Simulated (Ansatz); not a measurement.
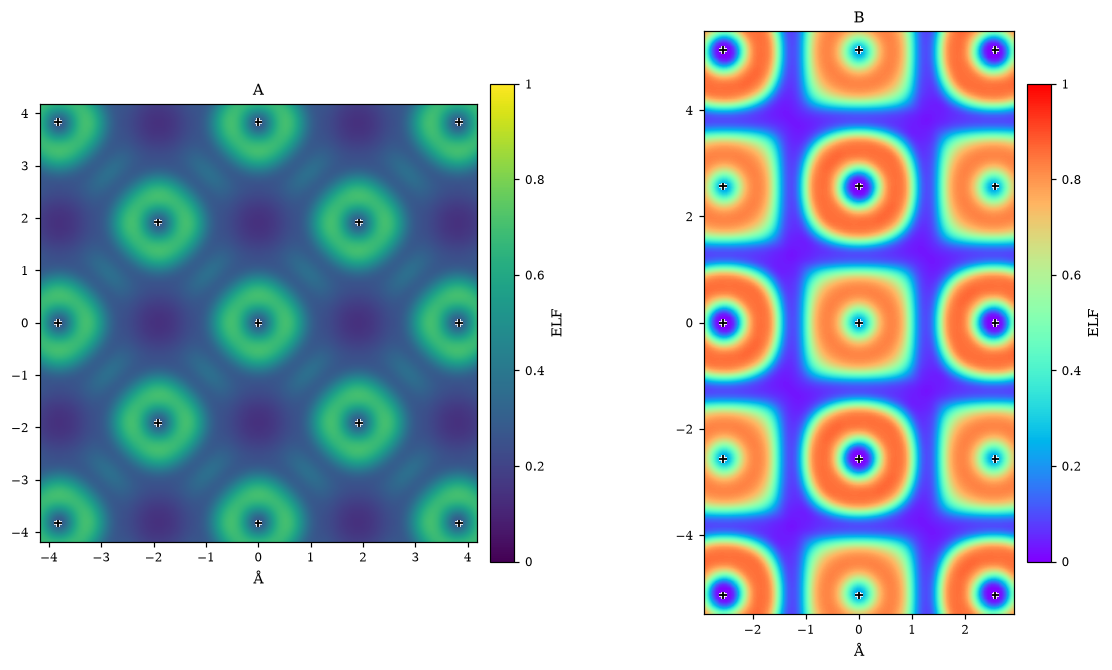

The electron localisation function of 2 systems, each on a plane through atoms (crosses mark nuclei in the plane).

These are results of Kohn-Sham DFT of a periodic cell, LDA, spin-orbit coupling, Ansatz PAW in Ansatz, not measurements.

System 1: SrO, the (010) plane of the conventional cell. Space group Fm-3m; computed pressure about −4 GPa in this cell.

```
Sr O
1.0
     5.13260    0.00000    0.00000
     0.00000    5.13260    0.00000
     0.00000    0.00000    5.13260
Sr O
4 4
Direct
  0.50000 0.00000 0.00000
  0.00000 0.50000 0.00000
  0.00000 0.00000 0.50000
  0.50000 0.50000 0.50000
  0.00000 0.00000 0.00000
  0.50000 0.50000 0.00000
  0.50000 0.00000 0.50000
  0.00000 0.50000 0.50000
```

System 2: Ir, the (100) plane of the conventional cell. Space group Fm-3m; computed pressure about −6 GPa in this cell.

Which map belongs to which system?

Panel A is system 2, Ir: the plane holds Ir. Ir–Ir (2.71 Å): the ELF is about 0.35 at the midpoint. Panel B is system 1, SrO: the plane holds Sr and O. Sr–O (2.57 Å): the ELF is about 0.10 at the midpoint: a largely ionic contact.
